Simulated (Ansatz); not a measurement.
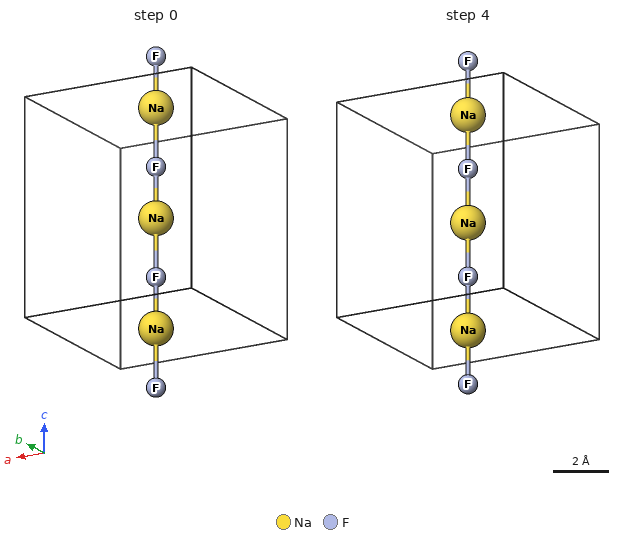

The structure of a wire of composition NaF before (left) and after (right) a relaxation, at one scale.

The picture is a ball-and-stick view of the 2 repeat of the cell, with the vacuum cut short, seen from a free direction.

Case: dimerised chain of atoms.

Level of theory: DFT PBE, scalar-relativistic, plane waves, PAW (Ansatz).

Input file:
```yaml
crystal:
  lattice:
    - [9.0, 0.0, 0.0]
    - [0.0, 9.3, 0.0]
    - [0.0, 0.0, 4.2295388979]
  atoms:
    - { symbol: Na, position: [0.5, 0.5, 0.0], spin: 0.5 }
    - { symbol: F, position: [0.5, 0.5, 0.465], spin: 0.5 }
basis:
  ecutwfc: 420
kpoints:
  mp_grid: { grid: [1, 1, 15] }
hamiltonian:
  xc: pbe
scf:
  occupations: { method: gaussian, width: 0.05 }
output:
  forces: true
  stress: true
  eigenvalues: true
  populations: true
  write_density: true
  write_potential: true
  elf: true
  volumetric_format: npy
magnetization:
  spin_polarized: true
relax:
  adjacent_minimum: "off"
  f_tol: 0.01
  max_steps: 45
  cell: { fix: [a, b, alpha, beta, gamma], stress_tol: 0.03 }
```

Command:
```bash
ansatz run input.yaml --threads 2 --pin off --max-ram 5120MiB --backend cpu --events-out ev --progress --plain --runs-dir out
```

### Summarise the run.

The largest moves relative to the layer's centre, 0.072 Å, are those of Na1 and F2. Largest moves by element: F 0.072 Å, Na 0.072 Å. Along the periodic axis the drawn cell goes c 8.459 → 8.253 Å (−2.4 %). Some distances before and after: Na1–F2 2.263 → 2.064 Å, Na1–F2 (another image) 1.967 → 2.063 Å. Over 3 accepted moves (4 points after the start) the energy falls by 0.102 eV per cell of the calculation. Largest force component: 1.2 eV/Å at the start, 0.0024 eV/Å at the end. The SCF was repeated once at an unchanged geometry on a basis and grid sized afresh for the cell, which shifted the energy by 1.4 meV per cell of the calculation at most. The program noted that the starting moments weren't kept.
